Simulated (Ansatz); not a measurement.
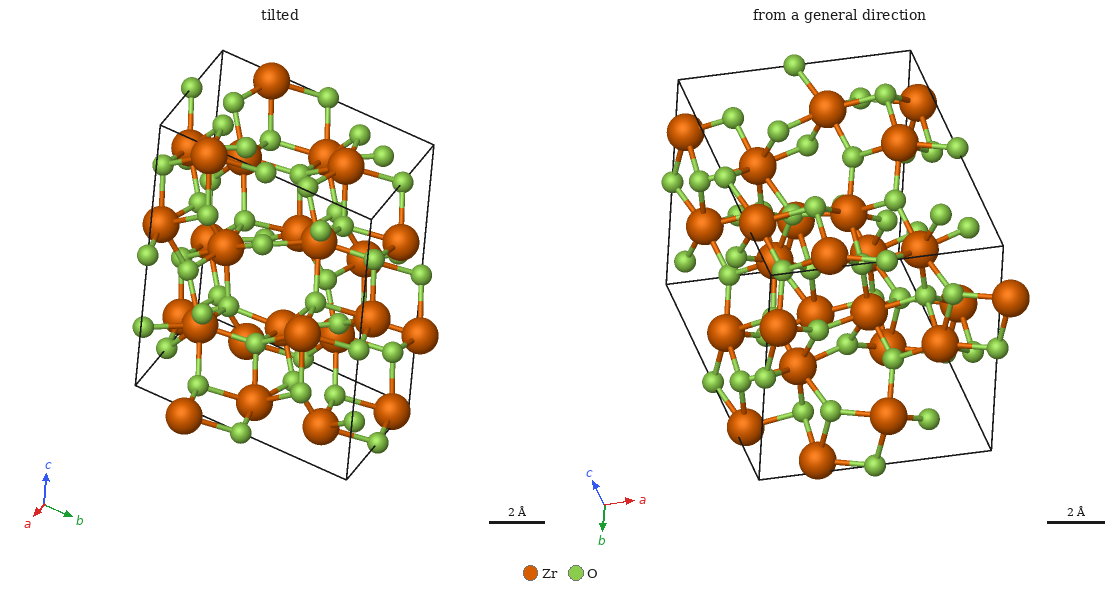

Shown here is a ball-and-stick view of the crystal, taken slightly off an axis and from a general direction. Atoms at the boundary of the supercell (the box) are drawn once for each face, edge or corner they touch. The host is ZrO$_{2}$, in a cell of 48 sites, and the cell carries a charge of +1.

> What imperfection does the supercell contain?

An oxygen vacancy. Around the empty site lie four Zr and four O at about 2.2 to 2.6 Å.

Computational set-up: DFT PBEsol, scalar-relativistic, plane waves, PAW (Ansatz), E_cut = 420 eV, the zone sampled with 2×2×2 points, Gaussian smearing of 0.01 eV, collinear spins.

> Is the defect spin-polarised?

Yes, 1.0 μB in the cell.

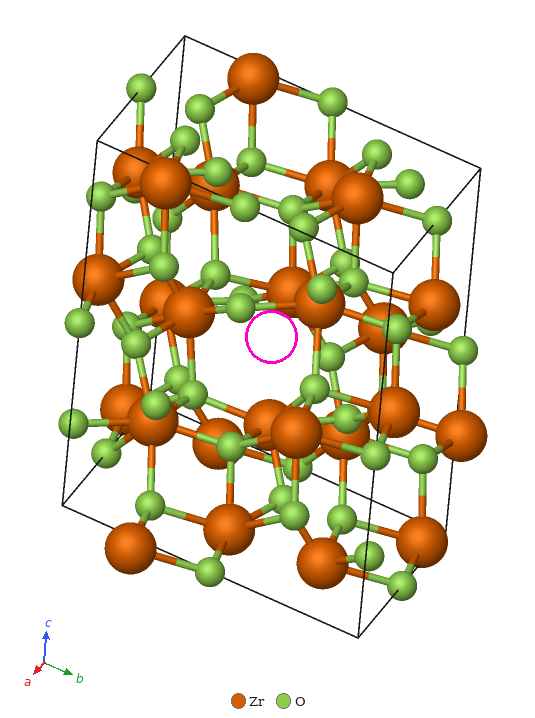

The same cell with a ring at the defect's site.

The atoms were relaxed in the host's cell with DFT PBEsol, scalar-relativistic, plane waves, PAW (Ansatz).
